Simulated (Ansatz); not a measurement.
# Run report: As, geometry relaxation (part 2 of 2)

Continued. System: As (R-3m, 2 atoms in the cell). Method: DFT PBE+D3(BJ), scalar-relativistic, plane waves, PAW, no spin polarisation (Ansatz 0.2.0); cutoff 420 eV, 12×12×12 k-mesh, Gaussian smearing of 0.1 eV. The structure derives from an entry of the Crystallography Open Database. It belongs to a series of runs on one base structure; here: volume × 0.94, shape and atoms relaxed.

Geometry of the input (Å; fractional positions):
```
1.8635  1.0759  3.2622
-1.8635  1.0759  3.2622
0.0000  -2.1517  3.2622
As 0.7683  0.7683  0.7683
As 0.2317  0.2317  0.2317
```

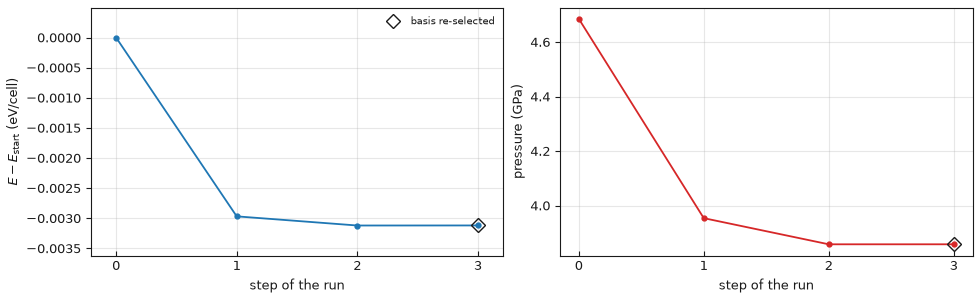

Fig. 1: Progress of the relaxation, step by step (the first geometry is step 0 here and step 1 in the log).

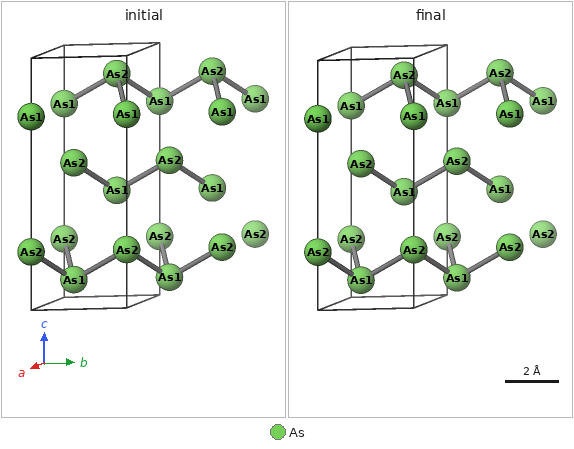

Fig. 2: Before (left) and after (right) the relaxation, at one scale (ball-and-stick view of the cell 3 times as large as that of the calculation, set on its symmetry axes, repeated 1 × 2 × 1, seen slightly off an axis). Over 2 geometry steps the energy falls by 3.1 meV per cell of the calculation. Largest force component: 0.19 eV/Å at the start, 0.0051 eV/Å at the end. The pressure goes from 4.69 to 3.86 GPa. The largest moves relative to the cell, 0.014 Å, are those of As1 and As2. The drawn cell changes at constant volume: a = b 3.727 → 3.743 Å (+0.4 %), c 9.787 → 9.701 Å (−0.9 %). Among the contacts that change: As1–As2 2.500 → 2.516 Å. The space group stays R-3m (No. 166). A last SCF at the same geometry on a re-selected plane-wave basis shifts the energy by +0.0 meV per cell of the calculation. (Atoms are counted from 1 in the order of the input.)

```
basis re-selected at this cell: Δ(F+E_penalty+E_count) = +1.181e-6 eV, ΔP = +0.000 GPa vs the last step (what re-selecting the basis moved, of the pressure what is left beyond the Pulay correction that the steps carried, after the strain that the cell walked since its last selection, with what the two solves' SCF thresholds leave and, on support functions, any second-order correction that the steps lacked; it is no measure of the basis error at this ecutwfc). This SCF's stress stands 7.49e-2 GPa from its target on what of the cell is left free (relax.cell.stress_tol is 1.00e-1 GPa) and its largest allowed force component is 5.06e-3 eV/Å (relax.f_tol is 1.00e-2 eV/Å): within both
SCF converged after 7 iterations
Free energy (F): -9713.080759 eV
Harris-Foulkes:  -9713.080759 eV  (|F-HF|=0.00e0)
Internal energy: -9713.080385 eV  (E = F + TS)
E sigma→0 (E₀):  -9713.080572 eV
Entropy (-TS):   -0.000374 eV (-0.187 meV/atom)
Fermi energy:    12.266086 eV
--- Per-component energies (eV) ---
  E_band       = -425.740465
  E_kinetic    = 207.100041
  E_local      = -3124.191060  (includes V_loc(G=0)·N_el)
  E_nonlocal   = -1341.212689
  E_hartree    = 1763.391491
  E_xc         = -159.596693
  E_vxc        = -159.993754  (∫ρ·V_xc dr)
  E_paw        = -3669.333894  (= ΣΔE_a)
  E_vpaw       = 465.774001  (= ΣTr[D̂ρ^β])
  E_aug_tail   = 0.000015  (compensation charges beyond the density's cutoff)
  E_ewald      = -3388.314095
  E_disp       = -0.923501  (pairwise vdW)
  E_smearing   = -0.000374  (= −TS)
  E_closure    = 0.000000  (closes the sum)
  Σ components = -9713.080759   (vs F -9713.080759, Δ=0.00e0)
--- Forces (eV/Å), atoms counted from 1 ---
  atom   1  As    -0.00000000     0.00000000    -0.00505924
  atom   2  As     0.00000000    -0.00000000     0.00505924
  max |Σ_I F_I| component: 2.31e-18 eV/Å
--- Stress (GPa, compression-positive) ---
        3.820589       0.000000      -0.000000
        0.000000       3.820589      -0.000000
       -0.000000      -0.000000       3.932911
  P = ⅓ Tr σ = 3.8580 GPa (38.580 kbar)
--- Band table (eV; the first three rows and the last of 189) ---
  k-point 0: bands = ["-24.1509", "-24.1509", "-24.0996", "-24.0996", "-24.0748", "-24.0259", "-24.0259", "-24.0154", "-23.9750", "-23.9750", "-3.3666", "7.0688", "9.8407", "10.0239", "10.0239", "14.7614", "15.6388", "15.6388", "18.4948"]
  k-point 1: bands = ["-24.1492", "-24.1484", "-24.0986", "-24.0980", "-24.0738", "-24.0271", "-24.0266", "-24.0168", "-23.9772", "-23.9768", "-3.2678", "6.5490", "9.8544", "9.9907", "10.2519", "14.7558", "15.4067", "15.4089", "18.0946"]
  k-point 2: bands = ["-24.1443", "-24.1413", "-24.0960", "-24.0935", "-24.0709", "-24.0304", "-24.0286", "-24.0207", "-23.9838", "-23.9822", "-2.9722", "5.4007", "9.8229", "9.9115", "10.6846", "14.4655", "14.7780", "14.8311", "17.8695"]
  k-point 188: bands = ["-24.1206", "-24.1206", "-24.0873", "-24.0873", "-24.0614", "-24.0336", "-24.0336", "-24.0274", "-24.0086", "-24.0086", "-1.2736", "1.3699", "10.4718", "10.4718", "11.7168", "12.2865", "12.2865", "13.6783", "21.2851"]
--- Relaxed structure (3 steps of the walk, 3 accepted, 1 SCFs on fresh bases) ---
  F+E_penalty+E_count = -9713.08075916 eV   max|allowed force component| = 5.059e-3 eV/Å   (the final SCF, on the basis selected at the relaxed cell)
  cell:  # Å, volume = 39.2410 Å³
    - [1.8716639079986919, 1.0806056610990304, 3.2336534779762833]
    - [-1.8716639079986919, 1.0806056610990304, 3.2336534779762833]
    - [-4.484581755301054e-34, -2.1612113222476244, 3.2336534779597206]
  atoms:
    - { symbol: As, position: [0.7669041935021363, 0.7669041935021363, 0.7669041935021362] }
    - { symbol: As, position: [0.23309580649786388, 0.23309580649786388, 0.23309580649786385] }
```

Trajectory as extended XYZ (Å, eV, eV/Å), 4 frames, from step=1 to step=4
```
2
Lattice="1.8635 1.0759 3.2622 -1.8635 1.0759 3.2622 0.0000 -2.1517 3.2622" Properties=species:S:1:pos:R:3:forces:R:3 step=1 energy=-9713.07764 pressure_GPa=4.69
As    0.0000    0.0000    7.5191    0.0000   0.0000  -0.1885
As    0.0000    0.0000    2.2674    0.0000   0.0000   0.1885
2
Lattice="1.8678 1.0784 3.2470 -1.8678 1.0784 3.2470 0.0000 -2.1568 3.2470" Properties=species:S:1:pos:R:3:forces:R:3 step=2 energy=-9713.08061 pressure_GPa=3.95
As    0.0000    0.0000    7.4708    0.0000   0.0000   0.0066
As    0.0000    0.0000    2.2703    0.0000   0.0000  -0.0066
2
Lattice="1.8717 1.0806 3.2337 -1.8717 1.0806 3.2337 0.0000 -2.1612 3.2337" Properties=species:S:1:pos:R:3:forces:R:3 step=3 energy=-9713.08076 pressure_GPa=3.86
As    0.0000    0.0000    7.4397    0.0000   0.0000  -0.0051
As    0.0000    0.0000    2.2613    0.0000   0.0000   0.0051
2
Lattice="1.8717 1.0806 3.2337 -1.8717 1.0806 3.2337 0.0000 -2.1612 3.2337" Properties=species:S:1:pos:R:3:forces:R:3 step=4 energy=-9713.08076 pressure_GPa=3.86
As    0.0000    0.0000    7.4397    0.0000   0.0000  -0.0051
As    0.0000    0.0000    2.2613    0.0000   0.0000   0.0051
```

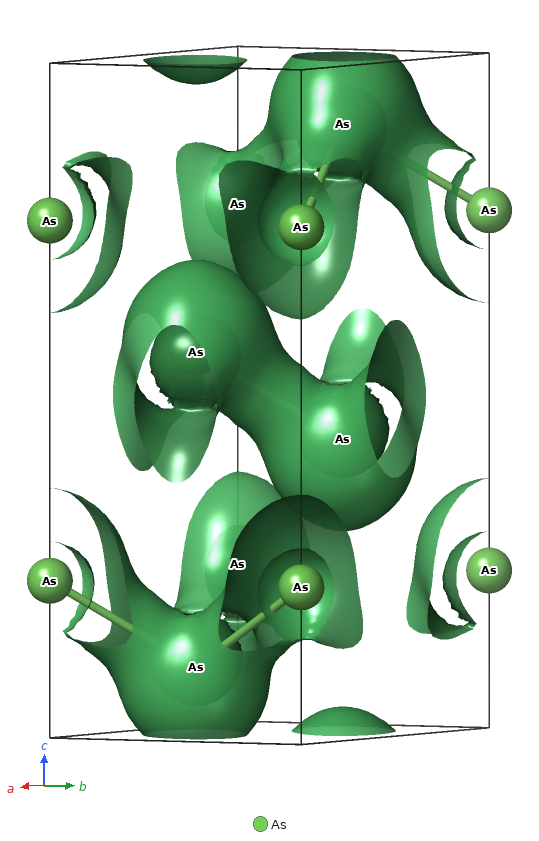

Fig. 3: Isosurface of the ELF at 0.55 (green), seen at an oblique angle. Only the valence region is drawn (cores and ρ < 0.01 e/Å³ removed). Sticks mark near contacts. The outline is the cell set on symmetry axes. The ELF exceeds this value in sheets that run through the cell in two directions, counted in one cell of 6 atoms. Along the contacts the grid gives the following. Core electrons are frozen (PAW), so the fields are smoothed inside the atomic spheres.

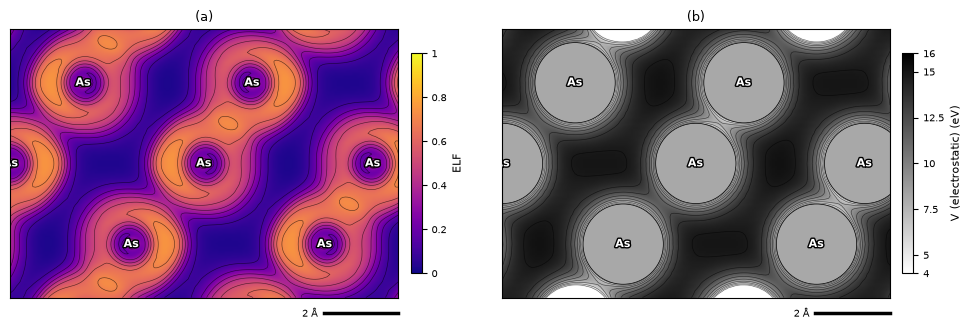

Fig. 4: (a) electron localisation function; (b) electrostatic potential (local pseudopotential plus Hartree) felt by an electron on the (110) plane of the conventional cell. Grey discs, where drawn, cover atomic cores. As–As (2.52 Å): the ELF peaks at about 0.75 between the atoms, which marks a covalent bond. Outside the cores the potential energy rises away from the atoms and is highest about 2.3 Å from the nearest atoms; outside the discs it spans about 11 eV, and its zero is arbitrary.
